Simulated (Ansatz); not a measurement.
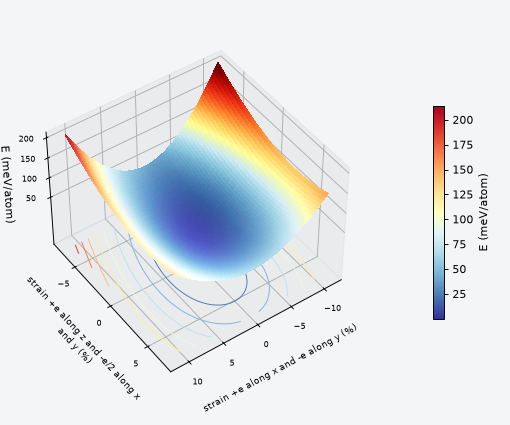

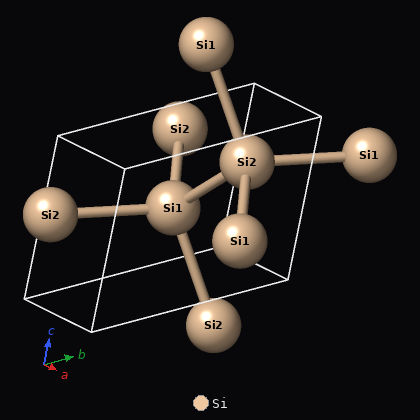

Energy landscape of Si (Fd-3m, No. 227; 2 atoms in the cell). The energy is mapped over two homogeneous strains (x, y and z along the cube axes). First axis: strain +e along x and -e along y. Second axis: strain +e along z and -e/2 along x and y. Nothing is relaxed (symmetry fixes all fractional coordinates). Grid: 9 × 9 points; 45 points were computed and 36 follow by symmetry. Points are written as (first, second). All energies are given in meV/atom relative to the lowest grid point. The band gap closes in part of the range. Level of theory: DFT PBE, scalar-relativistic, plane waves, PAW in Ansatz. Settings: cutoff 420 eV, k-mesh 8×8×8, gaussian smearing 0.05 eV, no spin polarisation.

In the figure: a relief with its contours projected below. Between grid points the surface is interpolated. The second picture is the structure at the lowest point

Q: Summarise what can be read from the map.

A: The lowest grid point is at (0.00 %, 0.00 %). No other kind of well shows on this grid. The highest grid point, (−11.00 %, −7.00 %), lies 214 meV/atom above the lowest. Round the minimum the two coordinates are nearly uncoupled.

Each point was launched as `ansatz run input.yaml --threads 1 --pin off --max-ram 2048MiB --backend cpu --events-out ev --progress --plain --runs-dir out`. Time for the 45 points that were run: 56 s on 1 thread of Intel(R) Xeon(R) Platinum 8488C (Sapphire Rapids) (shared host).
